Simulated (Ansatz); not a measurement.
**Two runs on Ti**

System: Ti (I4/mmm, 1 atom in the cell).
Method of run A: DFT LDA, scalar-relativistic, plane waves, PAW, no spin polarisation (Ansatz 0.2.0).

The structure derives from an entry of the Crystallography Open Database. Text and figures count atoms from 1; the logs count them from 0 in places.

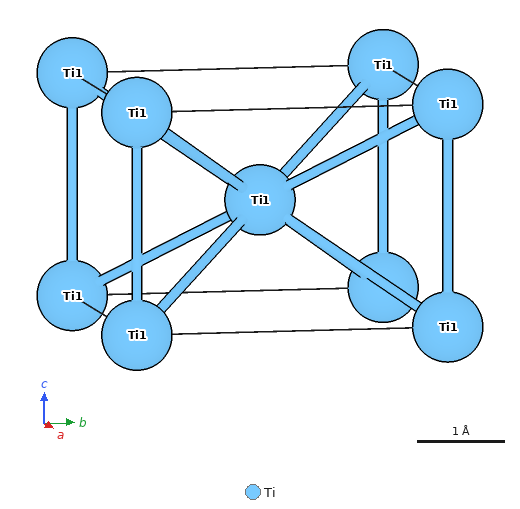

Figure 1. The input geometry (ball-and-stick view of the cell 2 times as large as that of the calculation, set on its symmetry axes, seen slightly off an axis; atoms are numbered from 1 in the order of the input).

### The input, run A
```yaml
crystal:
  lattice:
    - [-1.8420529496, 1.8420529496, 1.3023314354]
    - [1.8420529496, -1.8420529496, 1.3023314354]
    - [1.8420529496, 1.8420529496, -1.3023314354]
  atoms:
    - { symbol: Ti, position: [0.0, 0.0, 0.0] }
basis:
  ecutwfc: 420
kpoints:
  mp_grid: { grid: [22, 22, 22] }
hamiltonian:
  xc: lda
scf:
  occupations: { method: gaussian, width: 0.15 }
output:
  forces: true
  stress: true
  eigenvalues: true
```

Command:
```bash
ansatz run input.yaml --threads 1 --pin off --max-ram 2560MiB --backend cpu --events-out ev --progress --plain --runs-dir out
```

Hardware: 1 thread of Intel Xeon (Sapphire Rapids), 192 GiB of memory available, shared host.

### Output, shortened to warnings, some set-up lines, iterations and results (run A)
```
Basis set: ecut = 420 eV, 337 PW (Γ)
Symmetry: 16 space group operations
k-points: 834 of 10648
Initial density: superposition of atomic densities (neutral atoms: chi_scale 0, normalization atom), corrected by the library's trained network
[...]
SCF iter   1: F=—  HF=-2450.094025 eV  |F-HF|=—  |Δ(HF+E_count)|=         —  Δρ=8.23e-3  dr2=6.47e-3  ethr=1.77e-3  ⟨swp⟩=4.5  Hψ=44870  notcnv=0
SCF iter   2: F=—  HF=-2450.092887 eV  |F-HF|=—  |Δ(HF+E_count)|=   1.14e-3  Δρ=4.65e-3  dr2=2.36e-3  ethr=5.39e-5  ⟨swp⟩=1.0  Hψ=15012  notcnv=0
SCF iter   3: F=—  HF=-2450.092593 eV  |F-HF|=—  |Δ(HF+E_count)|=   2.93e-4  Δρ=8.86e-4  dr2=1.03e-4  ethr=1.96e-5  ⟨swp⟩=1.4  Hψ=8786  notcnv=0
SCF iter   4: F=—  HF=-2450.092569 eV  |F-HF|=—  |Δ(HF+E_count)|=   2.40e-5  Δρ=3.13e-4  dr2=1.57e-5  ethr=8.56e-7  ⟨swp⟩=2.1  Hψ=12167  notcnv=0
SCF iter   5: F=—  HF=-2450.092562 eV  |F-HF|=—  |Δ(HF+E_count)|=   7.07e-6  Δρ=6.09e-5  dr2=2.11e-7  ethr=1.31e-7  ⟨swp⟩=2.8  Hψ=13546  notcnv=0
SCF iter   6: F=-2450.092562 eV  HF=-2450.092562 eV  |F-HF|=2.59e-9  |Δ(HF+E_count)|=   3.81e-8  Δρ=1.09e-5  dr2=7.43e-9  ethr=8.33e-10  ⟨swp⟩=4.8  Hψ=36016  notcnv=0
SCF 1 converged in 6 iterations: F = -2450.092562 eV  dr2 = 7.43e-9
SCF converged after 6 iterations
Free energy (F): -2450.092562 eV
Harris-Foulkes:  -2450.092562 eV  (|F-HF|=2.59e-9)
Internal energy: -2450.083667 eV  (E = F + TS)
E sigma→0 (E₀):  -2450.088115 eV
Entropy (-TS):   -0.008895 eV (-8.895 meV/atom)
Fermi energy:    12.580223 eV
--- Per-component energies (eV) ---
  E_band       = -160.983704
  E_kinetic    = 272.882820
  E_local      = -845.828084  (includes V_loc(G=0)·N_el)
  E_nonlocal   = 12.931393
  E_hartree    = 346.411610
  E_xc         = -96.386385
  E_vxc        = -121.285222  (∫ρ·V_xc dr)
  E_paw        = -999.491386  (= ΣΔE_a)
  E_vpaw       = -172.509889  (= ΣTr[D̂ρ^β])
  E_aug_tail   = 0.000097  (compensation charges beyond the density's cutoff)
  E_ewald      = -1140.929682
  E_core_change = 0.325950  (= ΣΔE_core)
  E_smearing   = -0.008895  (= −TS)
  E_closure    = -0.000000  (closes the sum)
  Σ components = -2450.092562   (vs F -2450.092562, Δ=0.00e0)
--- Forces (eV/Å), atoms counted from 1 ---
  atom   1  Ti    -0.00000000     0.00000000     0.00000000
  max |Σ_I F_I| component: 2.93e-32 eV/Å
--- Stress (GPa, compression-positive) ---
      -14.655350       0.000000       0.000000
        0.000000     -14.655350      -0.000000
        0.000000      -0.000000      -1.103379
  P = ⅓ Tr σ = -10.1380 GPa (-101.380 kbar)
```

For run B the input was changed thus:
```diff
-    - [-1.8420529496, 1.8420529496, 1.3023314354]
-    - [1.8420529496, -1.8420529496, 1.3023314354]
-    - [1.8420529496, 1.8420529496, -1.3023314354]
+    - [-1.8943961198, 1.8943961198, 1.2313574779]
+    - [1.8943961198, -1.8943961198, 1.2313574779]
+    - [1.8943961198, 1.8943961198, -1.2313574779]
```

Predict how the results change.

With the same functional and potentials, run B lies 97.0 meV per atom higher. The pressure goes from −10.14 to −9.15 GPa. The number of SCF iterations is the same. The plane waves at Γ go from 337 to 353.

### Output, shortened to warnings, some set-up lines, iterations and results (run B)
```
Basis set: ecut = 420 eV, 353 PW (Γ)
Symmetry: 16 space group operations
k-points: 834 of 10648
Initial density: superposition of atomic densities (neutral atoms: chi_scale 0, normalization atom), corrected by the library's trained network
[...]
SCF iter   1: F=—  HF=-2449.996686 eV  |F-HF|=—  |Δ(HF+E_count)|=         —  Δρ=8.75e-3  dr2=5.77e-3  ethr=1.77e-3  ⟨swp⟩=4.6  Hψ=45430  notcnv=0
SCF iter   2: F=—  HF=-2449.995743 eV  |F-HF|=—  |Δ(HF+E_count)|=   9.43e-4  Δρ=4.64e-3  dr2=1.90e-3  ethr=4.81e-5  ⟨swp⟩=1.0  Hψ=15012  notcnv=0
SCF iter   3: F=—  HF=-2449.995717 eV  |F-HF|=—  |Δ(HF+E_count)|=   2.61e-5  Δρ=1.80e-3  dr2=4.79e-4  ethr=1.58e-5  ⟨swp⟩=2.0  Hψ=9664  notcnv=0
SCF iter   4: F=—  HF=-2449.995564 eV  |F-HF|=—  |Δ(HF+E_count)|=   1.53e-4  Δρ=2.52e-4  dr2=8.27e-6  ethr=3.99e-6  ⟨swp⟩=3.0  Hψ=13854  notcnv=0
SCF iter   5: F=—  HF=-2449.995562 eV  |F-HF|=—  |Δ(HF+E_count)|=   2.65e-6  Δρ=6.23e-5  dr2=2.56e-7  ethr=6.89e-8  ⟨swp⟩=2.8  Hψ=13441  notcnv=0
SCF iter   6: F=-2449.995562 eV  HF=-2449.995562 eV  |F-HF|=1.69e-10  |Δ(HF+E_count)|=   3.23e-8  Δρ=5.80e-6  dr2=2.15e-9  ethr=8.33e-10  ⟨swp⟩=4.9  Hψ=35193  notcnv=0
SCF 1 converged in 6 iterations: F = -2449.995562 eV  dr2 = 2.15e-9
SCF converged after 6 iterations
Free energy (F): -2449.995562 eV
Harris-Foulkes:  -2449.995562 eV  (|F-HF|=1.69e-10)
Internal energy: -2449.984109 eV  (E = F + TS)
E sigma→0 (E₀):  -2449.989836 eV
Entropy (-TS):   -0.011452 eV (-11.452 meV/atom)
Fermi energy:    12.480162 eV
--- Per-component energies (eV) ---
  E_band       = -160.962454
  E_kinetic    = 273.679733
  E_local      = -861.790962  (includes V_loc(G=0)·N_el)
  E_nonlocal   = 13.402133
  E_hartree    = 354.137314
  E_xc         = -96.498575
  E_vxc        = -121.435904  (∫ρ·V_xc dr)
  E_paw        = -999.853216  (= ΣΔE_a)
  E_vpaw       = -173.091932  (= ΣTr[D̂ρ^β])
  E_aug_tail   = 0.000094  (compensation charges beyond the density's cutoff)
  E_ewald      = -1133.386581
  E_core_change = 0.325950  (= ΣΔE_core)
  E_smearing   = -0.011452  (= −TS)
  E_closure    = 0.000000  (closes the sum)
  Σ components = -2449.995562   (vs F -2449.995562, Δ=0.00e0)
--- Forces (eV/Å), atoms counted from 1 ---
  atom   1  Ti     0.00000000    -0.00000000     0.00000000
  max |Σ_I F_I| component: 1.69e-32 eV/Å
--- Stress (GPa, compression-positive) ---
      -14.854757      -0.000000       0.000000
       -0.000000     -14.854757       0.000000
        0.000000       0.000000       2.273402
  P = ⅓ Tr σ = -9.1454 GPa (-91.454 kbar)
```

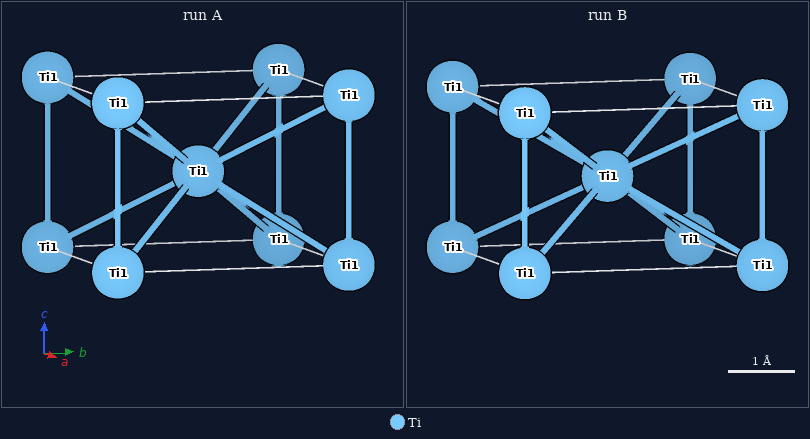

Figure 2. The two input geometries at one scale (ball-and-stick view of the cell 2 times as large as that of the calculation, set on its symmetry axes, seen slightly off an axis). No atom moves by more than 0.005 Å relative to the cell. The drawn cell changes at constant volume: a = b 3.684 → 3.789 Å (+2.8 %), c 2.605 → 2.463 Å (−5.4 %). Among the contacts that change: Ti1–Ti1 2.605 → 2.463 Å.

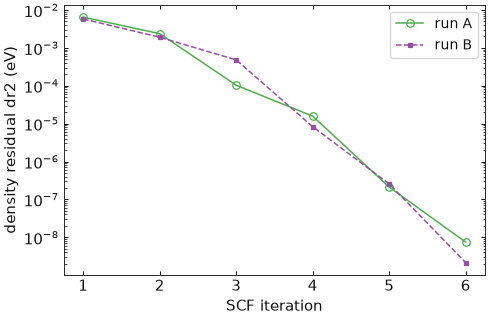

Figure 3. Convergence of the two runs: density residual dr2 against the SCF iteration. Run A takes 6 iterations in all, and run B takes 6.

### The two runs side by side

| quantity | run A | run B |
| --- | --- | --- |
| outcome | converged | converged |
| free energy per atom (eV) | −2450.0926 | −2449.9956 |
| energy per atom, smearing taken to zero (eV) | −2450.0881 | −2449.9898 |
| gap on the mesh (eV) | 0.00 | 0.00 |
| pressure (GPa) | −10.14 | −9.15 |
| largest force (eV/Å) | 0.000 | 0.000 |
| SCF iterations | 6 | 6 |
| irreducible k-points | 834 | 834 |
| plane waves at Γ | 337 | 353 |
| wall time (shared host) | 7.7 s | 7.2 s |
